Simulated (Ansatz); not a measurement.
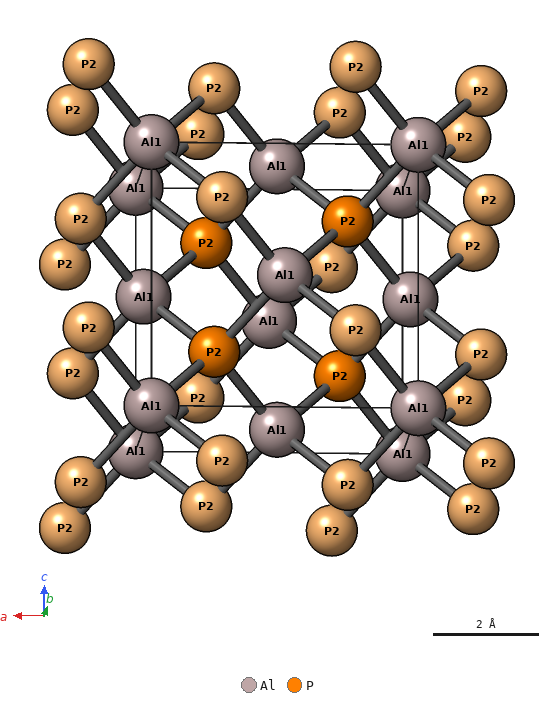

**Figure 1.** The structure as given in the input (ball-and-stick view of the cell 4 times as large as that of the calculation, set on its symmetry axes, seen at an oblique angle; neighbours outside the cell are drawn fainter; atoms are numbered from 1 in the order of the input).

# Mending a geometry relaxation on AlP

System: AlP (F-43m, 2 atoms in the cell).
Method of run 1: DFT, PBEsol, plane waves, PAW, no spin polarisation (Ansatz 0.2.0).

The structure derives from a Materials Project entry. Some settings of this run were made unusual or wrong on purpose. Text and figures count atoms from 1; the logs count them from 0 in places.

## The input, run 1
```yaml
crystal:
  lattice:
    - [0.0, 2.5481843193, 2.5481843193]
    - [2.5481843193, 0.0, 2.5481843193]
    - [2.5481843193, 2.5481843193, 0.0]
  atoms:
    - { symbol: Al, position: [0.0, 0.0, 0.0] }
    - { symbol: P, position: [0.75, 0.75, 0.75] }
basis:
  ecutwfc: 420
kpoints:
  mp_grid: { grid: [1, 1, 1] }
hamiltonian:
  xc: pbesol
scf:
  occupations: { method: gaussian, width: 0.02 }
  max_iter: 100
output:
  forces: true
  eigenvalues: true
  stress: true
relax:
  adjacent_minimum: "off"
  f_tol: 0.008
  max_steps: 50
  cell: { stress_tol: 0.08, p_target: 30.0 }
```

Launched with:
```bash
ansatz run input.yaml --threads 1 --pin off --max-ram 2560MiB --backend cpu --events-out ev --progress --plain --runs-dir out
```

Hardware: 1 thread of Intel Xeon (Granite Rapids), 32 GiB of memory available, shared host.

## Output, shortened to warnings, some set-up lines, iterations and results (run 1)
```
Basis set: ecut = 420 eV, 645 PW (Γ), exchange–correlation on 50×50×50 points (8 copies of the dense FFT grid, shifted against one another)
Symmetry: 24 space group operations
k-points: 1
Initial density: superposition of atomic densities (neutral atoms: chi_scale 0, normalization atom), corrected by the library's trained network
[...]
SCF iter   1: F=—  HF=-1250.671017 eV  |F-HF|=—  |Δ(HF+E_count)|=         —  Δρ=7.35e-2  dr2=2.54e0  ethr=1.77e-3  ⟨swp⟩=6.0  Hψ=77  notcnv=0
SCF iter   2: F=—  HF=-1249.814536 eV  |F-HF|=—  |Δ(HF+E_count)|=   8.56e-1  Δρ=2.67e-2  dr2=1.62e-1  ethr=1.77e-3  ⟨swp⟩=3.0  Hψ=27  notcnv=0
SCF iter   3: F=—  HF=-1249.836238 eV  |F-HF|=—  |Δ(HF+E_count)|=   2.17e-2  Δρ=9.16e-3  dr2=1.69e-2  ethr=1.77e-3  ⟨swp⟩=2.0  Hψ=12  notcnv=0
SCF iter   4: F=—  HF=-1249.850037 eV  |F-HF|=—  |Δ(HF+E_count)|=   1.38e-2  Δρ=1.26e-3  dr2=2.76e-4  ethr=2.11e-4  ⟨swp⟩=3.0  Hψ=16  notcnv=0
SCF iter   5: F=—  HF=-1249.850490 eV  |F-HF|=—  |Δ(HF+E_count)|=   4.52e-4  Δρ=7.40e-5  dr2=8.46e-7  ethr=3.45e-6  ⟨swp⟩=2.0  Hψ=16  notcnv=0
[... 49 lines ...]
SCF iter   4: F=—  HF=-1252.209268 eV  |F-HF|=—  |Δ(HF+E_count)|=   1.98e-9  Δρ=8.49e-7  dr2=3.61e-10  ethr=1.72e-11  ⟨swp⟩=2.0  Hψ=12  notcnv=0
SCF iter   5: F=—  HF=-1252.209268 eV  |F-HF|=—  |Δ(HF+E_count)|=  9.35e-11  Δρ=3.83e-7  dr2=6.48e-11  ethr=4.51e-12  ⟨swp⟩=1.0  Hψ=8  notcnv=0
SCF iter   6: F=-1252.209268 eV  HF=-1252.209268 eV  |F-HF|=1.82e-12  |Δ(HF+E_count)|=  1.64e-11  Δρ=7.64e-8  dr2=2.48e-12  ethr=1.00e-12  ⟨swp⟩=6.0  Hψ=36  notcnv=0
SCF 8 converged in 6 iterations: F = -1252.209268 eV  dr2 = 2.48e-12
relax step   8: F+E_penalty+E_count = -1252.20926773 eV  Δ(F+E_penalty+E_count) = -1.479e-9 eV  max|allowed force component| = 3.770e-27 eV/Å  Δτ_max = 0.0000 Å  P = +30.002 …
basis re-selected at this cell: Δ(F+E_penalty+E_count) = -1.479e-9 eV, ΔP = +0.001 GPa vs the last step (what re-selecting the basis moved, of the pressure what is left beyond the Pulay correction that the steps carried, after the strain that the cell walked since its last selection, with what the …
SCF converged after 6 iterations
Free energy (F): -1252.209268 eV
Harris-Foulkes:  -1252.209268 eV  (|F-HF|=1.82e-12)
Internal energy: -1252.209268 eV  (E = F + TS)
E sigma→0 (E₀):  -1252.209268 eV
Fermi energy:    7.769645 eV
--- Per-component energies (eV) ---
  E_band       = 26.837986
  E_kinetic    = 118.235067
  E_local      = -96.698986  (includes V_loc(G=0)·N_el)
  E_nonlocal   = 41.176527
  E_hartree    = 34.968441
  E_xc         = -104.987757
  E_vxc        = -95.656515  (∫ρ·V_xc dr)
  E_paw        = -1007.895282  (= ΣΔE_a)
  E_vpaw       = -10.154975  (= ΣTr[D̂ρ^β])
  E_aug_tail   = -0.000001  (compensation charges beyond the density's cutoff)
  E_ewald      = -237.072511
  E_core_change = 0.065235  (= ΣΔE_core)
  E_smearing   = -0.000000  (= −TS)
  E_closure    = 0.000000  (closes the sum)
  Σ components = -1252.209268   (vs F -1252.209268, Δ=0.00e0)
--- Forces (eV/Å), atoms counted from 1 ---
  atom   1  Al     0.00000000    -0.00000000    -0.00000000
  atom   2  P      0.00000000     0.00000000     0.00000000
  max |Σ_I F_I| component: 5.39e-27 eV/Å
--- Stress (GPa, compression-positive) ---
       30.002498      -0.000000      -0.000000
       -0.000000      30.002498       0.000000
       -0.000000       0.000000      30.002498
  P = ⅓ Tr σ = 30.0025 GPa (300.025 kbar)
--- Relaxed structure (6 steps of the walk, 6 accepted, 2 SCFs on fresh bases) ---
  F+E_penalty+E_count = -1252.20926773 eV   max|allowed force component| = 3.770e-27 eV/Å   (the final SCF, on the basis selected at the relaxed cell)
  cell:  # Å, volume = 40.8009 Å³
    - [-1.6238733938604207e-33, 2.7324140231910343, 2.7324140231910343]
    - [2.7324140231910343, 1.5900886335383575e-32, 2.7324140231910343]
    - [2.7324140231910343, 2.7324140231910343, 1.9467644915466321e-32]
  atoms:
    - { symbol: Al, position: [1.4864161101980468e-33, -1.4927144835463436e-33, -2.7649858999022993e-33] }
    - { symbol: P, position: [0.75, 0.75, 0.75] }
```

**What went wrong, and how is the input to be mended?**

A setting was made wrong on purpose: one k-point for a small cell (`kpoints.mp_grid.grid`). One point cannot sample the zone of a small cell. The program still converged, but the numbers can't be taken as results for the intended system.

A run of the same system that converges differs from this input as follows (lines with − go, lines with + come):
```diff
-  mp_grid: { grid: [1, 1, 1] }
+  mp_grid: { grid: [10, 10, 10] }
-  max_iter: 100
```

## Output, shortened to warnings, some set-up lines, iterations and results (run 2)
```
Basis set: ecut = 420 eV, 645 PW (Γ), exchange–correlation on 50×50×50 points (8 copies of the dense FFT grid, shifted against one another)
Symmetry: 24 space group operations
k-points: 47 of 1000 (time reversal used)
Initial density: superposition of atomic densities (neutral atoms: chi_scale 0, normalization atom), corrected by the library's trained network
[...]
SCF iter   1: F=—  HF=-1265.156521 eV  |F-HF|=—  |Δ(HF+E_count)|=         —  Δρ=3.19e-3  dr2=4.86e-3  ethr=1.77e-3  ⟨swp⟩=6.5  Hψ=3659  notcnv=0
SCF iter   2: F=—  HF=-1265.155153 eV  |F-HF|=—  |Δ(HF+E_count)|=   1.37e-3  Δρ=1.02e-3  dr2=2.93e-4  ethr=6.08e-5  ⟨swp⟩=2.9  Hψ=1092  notcnv=0
SCF iter   3: F=—  HF=-1265.155180 eV  |F-HF|=—  |Δ(HF+E_count)|=   2.68e-5  Δρ=3.25e-4  dr2=2.05e-5  ethr=3.66e-6  ⟨swp⟩=1.6  Hψ=436  notcnv=0
SCF iter   4: F=—  HF=-1265.155152 eV  |F-HF|=—  |Δ(HF+E_count)|=   2.75e-5  Δρ=2.82e-5  dr2=1.24e-7  ethr=2.57e-7  ⟨swp⟩=2.1  Hψ=537  notcnv=0
SCF iter   5: F=-1265.155152 eV  HF=-1265.155152 eV  |F-HF|=1.13e-10  |Δ(HF+E_count)|=   7.42e-8  Δρ=1.92e-6  dr2=1.12e-9  ethr=1.55e-9  ⟨swp⟩=2.4  Hψ=555  notcnv=0
[... 10 lines ...]
SCF iter   2: F=—  HF=-1265.104357 eV  |F-HF|=—  |Δ(HF+E_count)|=   3.67e-5  Δρ=6.23e-6  dr2=4.45e-9  ethr=2.64e-10  ⟨swp⟩=2.2  Hψ=598  notcnv=0
SCF iter   3: F=—  HF=-1265.104357 eV  |F-HF|=—  |Δ(HF+E_count)|=   5.55e-9  Δρ=1.19e-6  dr2=5.85e-10  ethr=5.56e-11  ⟨swp⟩=2.6  Hψ=586  notcnv=0
SCF iter   4: F=-1265.104357 eV  HF=-1265.104357 eV  |F-HF|=3.87e-12  |Δ(HF+E_count)|=  9.21e-11  Δρ=2.21e-7  dr2=1.11e-11  ethr=1.00e-12  ⟨swp⟩=4.1  Hψ=2053  notcnv=0
SCF 3 converged in 4 iterations: F = -1265.104357 eV  dr2 = 1.11e-11
relax step   3: F+E_penalty+E_count = -1265.10435743 eV  Δ(F+E_penalty+E_count) = +8.809e-5 eV  max|allowed force component| = 4.684e-17 eV/Å  Δτ_max = 0.0000 Å  P = +29.952 …
basis re-selected at this cell: Δ(F+E_penalty+E_count) = +8.809e-5 eV, ΔP = -0.005 GPa vs the last step (what re-selecting the basis moved, of the pressure what is left beyond the Pulay correction that the steps carried, after the strain that the cell walked since its last selection, with what the …
SCF converged after 4 iterations
Free energy (F): -1265.104357 eV
Harris-Foulkes:  -1265.104357 eV  (|F-HF|=3.87e-12)
Internal energy: -1265.104357 eV  (E = F + TS)
E sigma→0 (E₀):  -1265.104357 eV
Fermi energy:    7.755512 eV
--- Per-component energies (eV) ---
  E_band       = 18.015257
  E_kinetic    = 101.494176
  E_local      = -66.237917  (includes V_loc(G=0)·N_el)
  E_nonlocal   = 47.556040
  E_hartree    = 20.755800
  E_xc         = -103.734566
  E_vxc        = -94.027352  (∫ρ·V_xc dr)
  E_paw        = -1010.071419  (= ΣΔE_a)
  E_vpaw       = -12.281278  (= ΣTr[D̂ρ^β])
  E_aug_tail   = -0.000000  (compensation charges beyond the density's cutoff)
  E_ewald      = -254.931706
  E_core_change = 0.065235  (= ΣΔE_core)
  E_smearing   = -0.000000  (= −TS)
  E_closure    = 0.000000  (closes the sum)
  Σ components = -1265.104357   (vs F -1265.104357, Δ=0.00e0)
--- Forces (eV/Å), atoms counted from 1 ---
  atom   1  Al    -0.00000000     0.00000000     0.00000000
  atom   2  P      0.00000000     0.00000000    -0.00000000
  max |Σ_I F_I| component: 8.67e-17 eV/Å
--- Stress (GPa, compression-positive) ---
       29.951683       0.000000       0.000000
        0.000000      29.951683       0.000000
        0.000000       0.000000      29.951683
  P = ⅓ Tr σ = 29.9517 GPa (299.517 kbar)
--- Relaxed structure (2 steps of the walk, 2 accepted, 1 SCFs on fresh bases) ---
  F+E_penalty+E_count = -1265.10435743 eV   max|allowed force component| = 4.684e-17 eV/Å   (the final SCF, on the basis selected at the relaxed cell)
  cell:  # Å, volume = 32.8127 Å³
    - [1.1209818472370299e-33, 2.540995245745018, 2.540995245745018]
    - [2.540995245745018, 2.0381488131582357e-33, 2.540995245745018]
    - [2.540995245745018, 2.540995245745018, 3.1591306603952654e-33]
  atoms:
    - { symbol: Al, position: [3.6530565420121493e-34, -2.6453168062846596e-34, -4.408861343807766e-34] }
    - { symbol: P, position: [0.75, 0.75, 0.75] }
```

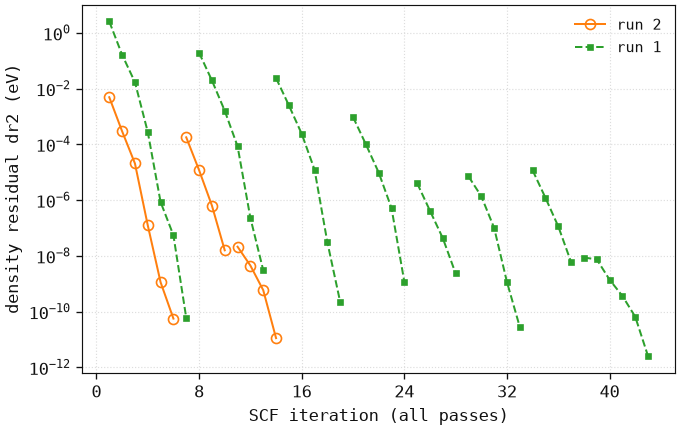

**Figure 2.** Convergence of the two runs: density residual dr2 against the SCF iteration. A break in a curve parts two SCF passes. Run 2 takes 14 iterations in all, and run 1 takes 43.

## The two runs side by side

| quantity | run 1 | run 2 |
| --- | --- | --- |
| outcome | converged | converged |
| free energy per atom (eV) | −626.1046 | −632.5522 |
| gap on the mesh (eV) | 2.99 | 0.93 |
| pressure (GPa) | 30.00 | 29.95 |
| volume per atom (Å³) | 20.40 | 16.41 |
| largest force (eV/Å) | 0.000 | 0.000 |
| SCF iterations | 43 | 14 |
| irreducible k-points | 1 | 47 |
| wall time (shared host) | 1.4 s | 3.2 s |

The free energy of run 2 is 6447.5 meV per atom lower, which comes mainly from the change of mesh; a solver setting shouldn't move a converged energy. The gap on the mesh goes from 2.99 to 0.93 eV. The volume per atom goes from 20.40 to 16.41 Å³. The SCF takes 14 iterations over all geometry steps against 43. The irreducible k-points go from 1 to 47.

Notes on run 2: The cell was relaxed to the target pressure of the input; what is minimised is then the enthalpy E + pV.
